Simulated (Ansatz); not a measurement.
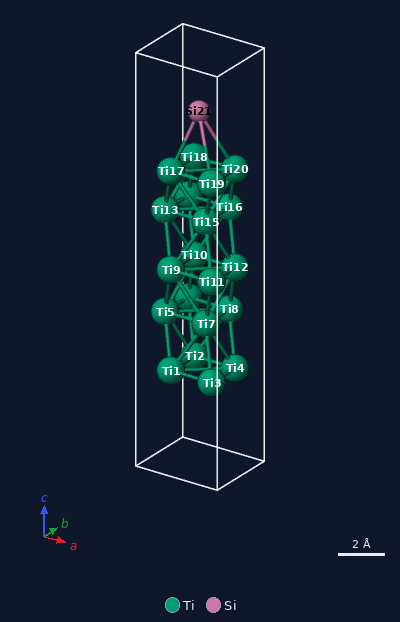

Figure 1. The structure as given in the input (ball-and-stick view of the cell of the calculation, with the vacuum cut short, seen slightly off an axis; atoms are numbered from 1 in the order of the input). An atom can appear more than once, as a periodic image.

## Single-point calculation, with input and output: Ti₂₀Si (part 1 of 2)

The run: single-point calculation of Ti₂₀Si (slab, 21 atoms in the cell). Method and program: DFT PBE+D3(BJ), scalar-relativistic, plane waves, PAW, PAW set soft_1, no spin polarisation (Ansatz 0.2.0).

The structure derives from an entry of the Crystallography Open Database. Figures and captions count atoms from 1; the log counts them from 0 in places.

## Input
```yaml
crystal:
  lattice:
    - [5.7723543929, 0.0, 0.0]
    - [-2.8861771965, 4.9990055439, 0.0]
    - [0.0, 0.0, 26.5136808743]
  atoms:
    - { symbol: Ti, position: [0.3333333333, 0.1666666667, 0.1508655105] }
    - { symbol: Ti, position: [0.3333333333, 0.6666666667, 0.1508655105] }
    - { symbol: Ti, position: [0.8333333333, 0.1666666667, 0.1508655105] }
    - { symbol: Ti, position: [0.8333333333, 0.6666666667, 0.1508655105] }
    - { symbol: Ti, position: [0.1666666667, 0.3333333333, 0.2371222875] }
    - { symbol: Ti, position: [0.1666666667, 0.8333333333, 0.2371222875] }
    - { symbol: Ti, position: [0.6666666667, 0.3333333333, 0.2371222875] }
    - { symbol: Ti, position: [0.6666666667, 0.8333333333, 0.2371222875] }
    - { symbol: Ti, position: [0.3333333333, 0.1666666667, 0.3246428107] }
    - { symbol: Ti, position: [0.3333333333, 0.6666666667, 0.3246428107] }
    - { symbol: Ti, position: [0.8333333333, 0.1666666667, 0.3246428107] }
    - { symbol: Ti, position: [0.8333333333, 0.6666666667, 0.3246428107] }
    - { symbol: Ti, position: [0.1666666667, 0.3333333333, 0.4130984707] }
    - { symbol: Ti, position: [0.1666666667, 0.8333333333, 0.4130984707] }
    - { symbol: Ti, position: [0.6666666667, 0.3333333333, 0.4130984707] }
    - { symbol: Ti, position: [0.6666666667, 0.8333333333, 0.4130984707] }
    - { symbol: Ti, position: [0.3333333333, 0.1666666667, 0.4946005399] }
    - { symbol: Ti, position: [0.3333333333, 0.6666666667, 0.4946005399] }
    - { symbol: Ti, position: [0.8333333333, 0.1666666667, 0.4946005399] }
    - { symbol: Ti, position: [0.8333333333, 0.6666666667, 0.4946005399] }
    - { symbol: Si, position: [0.5833333333, 0.3333333333, 0.6002063972] }
basis:
  ecutwfc: 420
kpoints:
  mp_grid: { grid: [6, 6, 1] }
hamiltonian:
  xc: pbe
  pseudopotentials: { kind: paw, azcp: { folder: soft_1 } }
  dispersion: d3bj
scf:
  occupations: { method: gaussian, width: 0.1 }
output:
  forces: true
  eigenvalues: true
  write_density: true
  write_potential: true
  elf: true
  volumetric_format: npy
efield:
  axis: 3
  dipole_correction: true
  ramp_width: 0.04
```

Run as:
```bash
ansatz run input.yaml --threads 4 --pin off --max-ram 12288MiB --backend cpu --events-out ev --progress --plain --runs-dir out
```

## Output
```
Engine: ansatz 0.2.0, aarch64-unknown-linux-gnu
Pseudopotentials: kind: paw
Pseudopotential: Ti, paw, valence charge 12, recommended cutoff 420 eV (normal), [file]
Pseudopotential: Si, paw, valence charge 4, recommended cutoff 420 eV (normal), [file]
Functional definition: PBE
  parameter kappa = 0.804
  parameter beta = 0.06672455060314922
  exchange = pbe_x(kappa = kappa, mu = beta*pi^2/3)
  correlation = pbe_c(beta = beta)
Crystal: 21 atoms, lattice volume = 765.080 Å³
Basis set: ecut = 420 eV, 15017 PW (Γ), exchange–correlation on 80×80×360 points (8 copies of the dense FFT grid, shifted against one another)
Bands: 147, of which v1, the nominal top of the filled ones, is band 122 counted from 1 (121 counted from 0)
Symmetry: 1 space group operations
Space group: P1 (ITA 1), of the structure as read, at distance tolerance 9.1e-5 Å
k-points: 20 of 36 (time reversal used)
Non-local potential: Ti, projectors of the file, l = 0: 3, l = 1: 2, l = 2: 3, l = 3: 1
Non-local potential: Si, projectors of the file, l = 0: 2, l = 1: 2, l = 2: 1
PAW form: soft (Blöchl's): semilocal exchange-correlation on the pseudo side does not see the compensation charge
PAW one-centre angular grid: Ti, 590 points (default); XC on 64 Gauss nodes
PAW one-centre angular grid: Si, 110 points (default); XC on 64 Gauss nodes
Initial density: superposition of atomic densities (neutral atoms: chi_scale 0, normalization atom)
Initial wavefunctions: pseudopotential atomic-orbital guess
Functional: x = pbe(κ = 0.804, μ = 0.2195149727645171), c = pbe(β = 0.06672455060314922)
SCF iter   1: F=—  HF=-50650.254165 eV  |F-HF|=—  |Δ(HF+E_count)|=         —  Δρ=6.16e-2  dr2=5.65e2  ethr=3.10e-3  p=-0.000 e·Å  D=-1.04e-7 V/Å  ΔV_dip=0.00 eV  dr2_dipole=6.48e0  V_vac-E_F(+/−)=8.30/8.30 eV  ⟨swp⟩=9.2  Hψ=13820  notcnv=0
efield: sawtooth ramp at fractional position 0.8555 (placed from the atoms, in the widest stretch of the axis that holds none; the zero of the levels goes with the place), width 0.0400; the density the first Hamiltonian is built on has a dipole p = -0.000 e·Å; the dipole correction subtracts the counter field D = -1.04e-7 V/Å, which shifts the + side's vacuum level by +0.00 eV against the − side's; the planar-averaged density in the ramp window peaks in size at 7.5e-7 e/Å³
preconditioner: auto → LDOS  [metal: Δε(μ)=0.013 eV  Ē_g=2.763 eV  σ=0.100 eV  W_gap=0.07  n_scr=138 (ndim 8)  ℏωp=12.3 eV  f_vac=0.452  D(μ)=36.52/eV (n_scr^D=342)  β→1.0]
SCF iter   2: F=—  HF=-50646.405398 eV  |F-HF|=—  |Δ(HF+E_count)|=    3.85e0  Δρ=6.34e-2  dr2=5.10e2  ethr=3.10e-3  p=-0.037 e·Å  D=-8.80e-3 V/Å  ΔV_dip=0.23 eV  dr2_dipole=2.55e1  V_vac-E_F(+/−)=1.99/1.75 eV  ⟨swp⟩=11.7  Hψ=17739  notcnv=0  defer=173
SCF iter   3: F=—  HF=-50630.820330 eV  |F-HF|=—  |Δ(HF+E_count)|=    1.56e1  Δρ=1.10e-2  dr2=5.88e0  ethr=3.10e-3  p=0.032 e·Å  D=7.63e-3 V/Å  ΔV_dip=-0.20 eV  dr2_dipole=1.06e-3  V_vac-E_F(+/−)=4.63/4.83 eV  ⟨swp⟩=9.2  Hψ=10320  notcnv=0  defer=198
SCF iter   4: F=—  HF=-50630.772219 eV  |F-HF|=—  |Δ(HF+E_count)|=   4.81e-2  Δρ=4.17e-3  dr2=3.13e-1  ethr=2.41e-3  p=0.004 e·Å  D=9.33e-4 V/Å  ΔV_dip=-0.02 eV  dr2_dipole=3.27e-2  V_vac-E_F(+/−)=4.90/4.93 eV  ⟨swp⟩=5.0  Hψ=4860  notcnv=0  defer=164
SCF iter   5: F=—  HF=-50630.774794 eV  |F-HF|=—  |Δ(HF+E_count)|=   2.58e-3  Δρ=2.27e-3  dr2=1.47e-1  ethr=1.28e-4  p=-0.009 e·Å  D=-2.13e-3 V/Å  ΔV_dip=0.06 eV  dr2_dipole=3.01e-2  V_vac-E_F(+/−)=4.75/4.69 eV  ⟨swp⟩=5.0  Hψ=4962  notcnv=0  defer=163
SCF iter   6: F=—  HF=-50630.772918 eV  |F-HF|=—  |Δ(HF+E_count)|=   1.88e-3  Δρ=8.62e-4  dr2=5.78e-2  ethr=6.01e-5  p=-0.019 e·Å  D=-4.57e-3 V/Å  ΔV_dip=0.12 eV  dr2_dipole=1.89e-2  V_vac-E_F(+/−)=4.76/4.64 eV  ⟨swp⟩=2.3  Hψ=3774  notcnv=0  defer=161
SCF iter   7: F=—  HF=-50630.773315 eV  |F-HF|=—  |Δ(HF+E_count)|=   3.97e-4  Δρ=3.73e-4  dr2=6.23e-3  ethr=2.37e-5  p=-0.024 e·Å  D=-5.63e-3 V/Å  ΔV_dip=0.15 eV  dr2_dipole=2.41e-4  V_vac-E_F(+/−)=4.77/4.62 eV  ⟨swp⟩=1.8  Hψ=3133  notcnv=0  defer=158
SCF iter   8: F=—  HF=-50630.773427 eV  |F-HF|=—  |Δ(HF+E_count)|=   1.12e-4  Δρ=1.23e-4  dr2=5.57e-4  ethr=2.55e-6  p=-0.028 e·Å  D=-6.62e-3 V/Å  ΔV_dip=0.18 eV  dr2_dipole=8.20e-5  V_vac-E_F(+/−)=4.77/4.60 eV  ⟨swp⟩=2.5  Hψ=3630  notcnv=0  defer=158
SCF iter   9: F=—  HF=-50630.773483 eV  |F-HF|=—  |Δ(HF+E_count)|=   5.58e-5  Δρ=5.28e-5  dr2=1.09e-4  ethr=2.28e-7  p=-0.030 e·Å  D=-7.07e-3 V/Å  ΔV_dip=0.19 eV  dr2_dipole=3.10e-5  V_vac-E_F(+/−)=4.77/4.59 eV  ⟨swp⟩=3.0  Hψ=3501  notcnv=0  defer=158
SCF iter  10: F=—  HF=-50630.773494 eV  |F-HF|=—  |Δ(HF+E_count)|=   1.13e-5  Δρ=2.90e-5  dr2=2.05e-5  ethr=4.46e-8  p=-0.031 e·Å  D=-7.35e-3 V/Å  ΔV_dip=0.19 eV  dr2_dipole=9.74e-7  V_vac-E_F(+/−)=4.77/4.58 eV  ⟨swp⟩=2.6  Hψ=3867  notcnv=0  defer=158
SCF iter  11: F=—  HF=-50630.773569 eV  |F-HF|=—  |Δ(HF+E_count)|=   7.46e-5  Δρ=9.69e-6  dr2=1.77e-6  ethr=8.38e-9  p=-0.031 e·Å  D=-7.45e-3 V/Å  ΔV_dip=0.20 eV  dr2_dipole=3.45e-7  V_vac-E_F(+/−)=4.77/4.57 eV  ⟨swp⟩=2.7  Hψ=4131  notcnv=0  defer=158
SCF iter  12: F=—  HF=-50630.773569 eV  |F-HF|=—  |Δ(HF+E_count)|=   5.31e-7  Δρ=4.61e-6  dr2=3.83e-7  ethr=7.24e-10  p=-0.032 e·Å  D=-7.48e-3 V/Å  ΔV_dip=0.20 eV  dr2_dipole=7.19e-8  V_vac-E_F(+/−)=4.77/4.57 eV  ⟨swp⟩=3.2  Hψ=4524  notcnv=0  defer=158
SCF iter  13: F=-50630.773570 eV  HF=-50630.773570 eV  |F-HF|=2.72e-9  |Δ(HF+E_count)|=   2.99e-7  Δρ=1.42e-6  dr2=2.34e-8  ethr=4.10e-11  p=-0.032 e·Å  D=-7.49e-3 V/Å  ΔV_dip=0.20 eV  dr2_dipole=2.69e-11  V_vac-E_F(+/−)=4.77/4.57 eV  ⟨swp⟩=32.8  Hψ=29922  notcnv=0
SCF 1 converged in 13 iterations: F = -50630.773570 eV  dr2 = 2.34e-8
  greatest PAW one-centre occupation: 0.999 electrons in one spin orbital (limit 2), on the Ti atom at site 8 (counted from 0), in its partial waves of l = 0
```

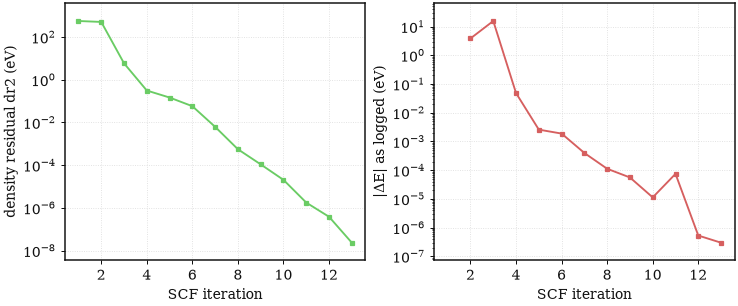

Figure 2. Convergence of the self-consistent field: density residual dr2 and size of the energy change against the SCF iteration. The residual falls at every step.

```
WARN: The output density's exchange-correlation potential varies sharply where the density is thin. Do not read a vacuum level from v_tot or v_xc, or from such a field of the output density. On a cell that repeats whose density bears no net charge and no dipole along the vacuum's axis use v_es (v_loc + v_h of the components); under efield.dipole_correction with no amplitude use v_es + v_field, which holds any external_charges[].barrier, or the levels of the report's work_function block, which leave it out; under a non-zero efield.amplitude the vacuum is tilted and has no level; on a cell that repeats and bears such a dipole with no correction it is tilted too, and efield.dipole_correction with no amplitude gives each side of its ramp a level where efield: is served; in a cell that repeats whose density bears a net charge (total_charge, or a fill off its count) it is curved and has none; of a slab under crystal.periodic whose density bears no net charge use v_es, which has a level on each side, short of where the two are joined; of another it falls or rises all the way out and has none; of a slab beside external_charges read slab_vacuum_level instead, which it has where they leave it neutral. The grid or the basis barely resolves most such structure, and the values can differ between equally converged runs; as a rule a tighter scf.convergence.dr2_threshold does not remove it. Where the density itself ripples (under the LDA too) a higher basis.ecutwfc lessens it. The files hold the spikes' plane waves up to the density's cutoff. Files: v_tot_of_output_density and the like, and their columns of v_z.tsv (output.write_potential); v_xc_of_output_density and the like, and their columns of v_comp_z.tsv (output.write_potential_components). Measured: with its Gaussian average of σ = 0.25 Å subtracted twice, the exchange-correlation potential is over 0.1 eV at 676 of the grid points where the equally averaged density (valence and model cores) is under 1e-3 e/Å³, and 0.358 eV at the most among them, at an averaged density of 9.2e-4 e/Å³. The input density's (outcome.potential() and, of a run that writes arrays, v_tot and v_xc) is over 0.1 eV, so measured, at 583 points of its own thin density, 0.357 eV at the most. See output.write_potential in the manual, Limitations
SCF converged after 13 iterations
Free energy (F): -50630.773570 eV
Harris-Foulkes:  -50630.773570 eV  (|F-HF|=2.72e-9)
Internal energy: -50630.611640 eV  (E = F + TS)
E sigma→0 (E₀):  -50630.692605 eV
Entropy (-TS):   -0.161930 eV (-7.711 meV/atom)
Fermi energy:    3.846110 eV
Dipole field:    D = -0.007494 V/Å  (p = -0.031687 e·Å, saw-weighted, corrected)
Work function:   Φ+ = 4.7720 eV   Φ− = 4.5733 eV
Levels:          The Fermi level and band energies are counted from a zero that moves with the ramp; work functions are not
--- Per-component energies (eV) ---
  E_band       = -5421.692973
  E_kinetic    = 5669.662216
  E_local      = -277427.133259  (includes V_loc(G=0)·N_el)
  E_nonlocal   = 1237.737911
  E_hartree    = 135768.781325
  E_xc         = -2374.445834
  E_vxc        = -2949.550722  (∫ρ·V_xc dr)
  E_paw        = -21358.823275  (= ΣΔE_a)
  E_vpaw       = -3487.700031  (= ΣTr[D̂ρ^β])
  E_aug_tail   = -0.001541  (compensation charges beyond the density's cutoff)
  E_efield     = 0.000119  (sawtooth field / dipole correction)
  E_vefield    = -2.275745  (∫n·V_field dr)
  E_ewald      = 107864.016659
  E_disp       = -10.405960  (pairwise vdW)
  E_smearing   = -0.161930  (= −TS)
  E_closure    = -0.000000  (closes the sum)
  Σ components = -50630.773570   (vs F -50630.773570, Δ=0.00e0)
--- Forces (eV/Å), atoms counted from 1 ---
  atom   1  Ti    -0.00063285    -0.00037350     0.46530841
  atom   2  Ti    -0.00501530    -0.00078096     0.46407440
  atom   3  Ti     0.00093717     0.00138778     0.46668608
  atom   4  Ti     0.00185769     0.00068737     0.46717137
  atom   5  Ti    -0.00369095     0.00897621    -0.47045047
  atom   6  Ti     0.00723847    -0.00995296    -0.46867077
  atom   7  Ti     0.00907316     0.00245890    -0.48820645
  atom   8  Ti    -0.00690996    -0.00601610    -0.46667680
  atom   9  Ti    -0.01317097    -0.00091145     0.07332361
  atom  10  Ti     0.00247741     0.00138397     0.03859484
  atom  11  Ti     0.00062289    -0.00623295     0.03519064
  atom  12  Ti    -0.01239041     0.00796580     0.04560340
  atom  13  Ti    -0.02450251     0.01586533    -0.21516305
  atom  14  Ti    -0.00088389    -0.01709383    -0.25121886
  atom  15  Ti     0.07935241     0.00470635    -0.32572920
  atom  16  Ti    -0.01229623    -0.00114881    -0.18359299
  atom  17  Ti     0.38517834     0.36826479     0.93223903
  atom  18  Ti     0.12219948    -0.03486829     0.77948174
  atom  19  Ti    -0.39859269     0.19867657     0.82423830
  atom  20  Ti    -0.14599705    -0.48606466     0.87269609
  atom  21  Si     0.01513957    -0.04693213    -2.59483705
  max |Σ_I F_I| component: 6.23e-5 eV/Å
--- Band table (eV; the first three rows and the last of 20) ---
```
